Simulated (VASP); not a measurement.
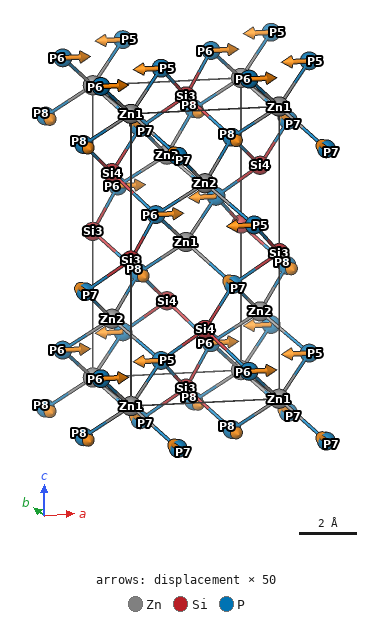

A relaxation of a crystal of ZnSiP2 (set up in I-42d). The starting structure is drawn; orange arrows show the displacements (the part carried along by the change of the cell is left out), 50 times their true length.

Style: ball-and-stick. Shown: the conventional cell (2 times the calculation's cell), slightly off an axis. Lengths and directions refer to the drawn axes.

The run lets cell and atoms move.

The calculation used Kohn-Sham DFT of a periodic cell, LDA, VASP PAW LDA potentials, recommended in VASP.

Input
```
SYSTEM = ZnSiP2
PREC     = Accurate       ! precision mode
ENCUT    = 600            ! plane-wave cutoff, eV
EDIFF    = 1E-7           ! SCF threshold, eV
ISMEAR   = 0              ! smearing method
SIGMA    = 0.02           ! smearing width, eV
LREAL    = .False.        ! projectors in reciprocal space
LASPH    = .True.         ! aspherical terms in the spheres
NELM     = 80             ! most SCF steps
ALGO     = Normal         ! electronic algorithm
ISIF     = 3              ! what is computed and relaxed
LWAVE    = .False.        ! write WAVECAR
LCHARG   = .False.        ! write CHGCAR
IBRION   = 2              ! ionic algorithm
NSW      = 90             ! ionic steps
EDIFFG   = -0.005         ! ionic threshold
```

Run as
```bash
cat potpaw_LDA.64/Zn/POTCAR potpaw_LDA.64/Si/POTCAR potpaw_LDA.64/P/POTCAR > POTCAR
mpirun -np 1 vasp_std > vasp.out
```

> Atoms of which element are displaced furthest, and by how much?

Phosphorus: up to 0.021 Å, against 0.000 Å for silicon.

> Describe the change and its energy.

The energy falls by 6.2 meV per atom in 6 geometry steps. Largest force component: 0.19 eV/Å at the start, under 0.0001 eV/Å at the end. The pressure goes from −2.74 to −0.04 GPa. The largest moves relative to the cell, 0.021 Å, are those of P5, P6, P7 and P8. P7 goes along +b. Si and Zn stay in place. Cell: a = b 5.373 → 5.310 Å (−1.2 %), c 10.460 → 10.383 Å (−0.7 %). Volume −3.1 %. Among the contacts that change: Zn1–P5 2.362 → 2.324 Å, Si3–P5 2.253 → 2.242 Å. The space group stays I-42d (No. 122).
